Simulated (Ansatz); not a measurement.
```
CELL_PARAMETERS angstrom
3.58959 0.00000 0.00000
-1.79480 3.10868 0.00000
0.00000 0.00000 5.69066
ATOMIC_POSITIONS crystal
Zn 0.00000 0.00000 0.00000
Zn 0.00000 0.00000 0.50000
S 0.33333 0.66667 0.25000
S 0.66667 0.33333 0.75000
```

Space group P6₃/mmc; started from the NiAs prototype, which need not be the ambient phase; changed on purpose from its base cell (uniaxial z strain -3.2%); computed pressure about 6 GPa in this cell.

Level of theory: DFT, PBE, plane waves, PAW (Ansatz 0.2.0).

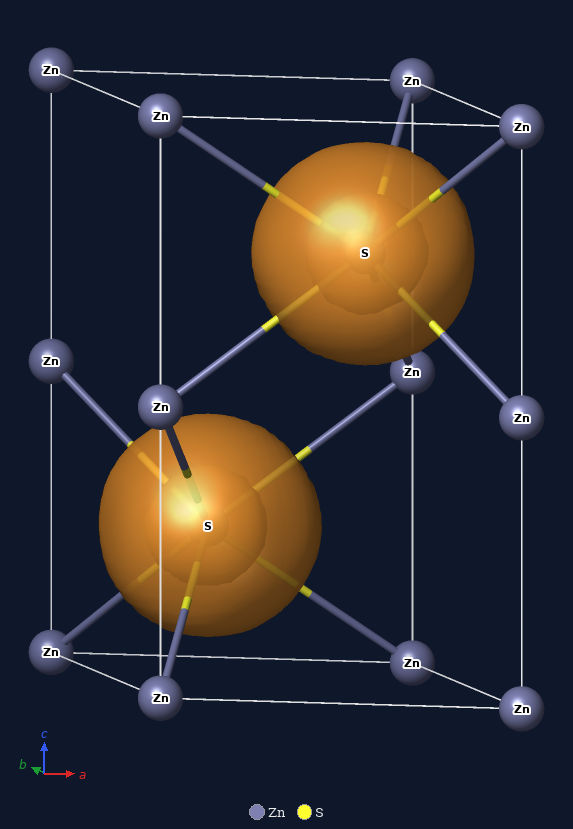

ZnS. Isosurface of the ELF at 0.75 (orange), seen slightly off an axis. Core shells and regions of very low density are left out. Sticks mark near contacts.

In a PAW calculation such maps are meaningful between the atoms, not at the nuclei.

### Describe the localisation domains.

The surface consists of two regions wrapped around S (the valence shell of each), counted in one cell of 4 atoms. Any copies at cell faces, edges or corners count once.

Values along the shortest contacts:
Zn–S (2.51 Å): the ELF peaks at about 0.85 in the valence shell of S, 0.8 Å from its nucleus, and is about 0.45 at the midpoint.

### Does the calculation make it a metal, or give it a gap?

It is gapped, with a Kohn–Sham gap of 0.53 eV on the k-point mesh, an upper bound to the gap of this method.
